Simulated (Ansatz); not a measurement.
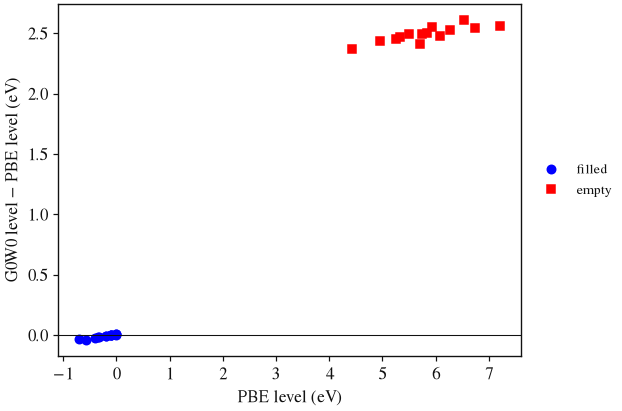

Change of each level from PBE to G0W0 against its PBE energy, both sets counted from their own valence top.

System: CsCl-type CsBr, space group Pm-3m (No. 221), 2 atoms in the cell, relaxed with r2SCAN; cubic a = 4.320 Å. Starting point: PBE, Ansatz PAW set, no spin polarisation, no spin-orbit coupling, 4×4×4 k mesh, 420 eV cutoff, fixed occupations (Ansatz 0.2.0). Many-body step: G0W0 with empty bands 1097, screening cutoff 300 eV and frequency treatment contour deformation.

**By how much does the gap open?**

Over the k points that were corrected, the smallest gap goes from 4.44 eV in PBE (direct at Γ to within 0.02 eV) to 6.80 eV in G0W0 (direct at Γ to within 0.02 eV), a change of +2.36 eV (+53 %).

**Is the correction a rigid shift of the empty levels?**

Counted from the valence top, the lowest empty level moves by +2.36 eV at Γ, +2.45 eV at M and +2.55 eV at X; over the 7 points that were corrected the shifts run from +2.36 to +2.61 eV: a spread of 0.25 eV on a mean of 2.49 eV, so one scissor shift describes this level only roughly.

**What are the quasiparticle weights at the band edges?**

The quasiparticle weight (renormalisation factor) lies between 0.79 and 0.85 for the top filled and first empty levels.

```
k point  PBE direct gap (eV)  G0W0 direct gap (eV)
      Γ                 4.44                  6.81
      M                 5.26                  7.71
      X                 6.12                  8.68
```

Spin-orbit coupling is left out, which matters for Cs and Br. Bands, cutoffs and mesh are finite, so these values aren't at the basis limit.
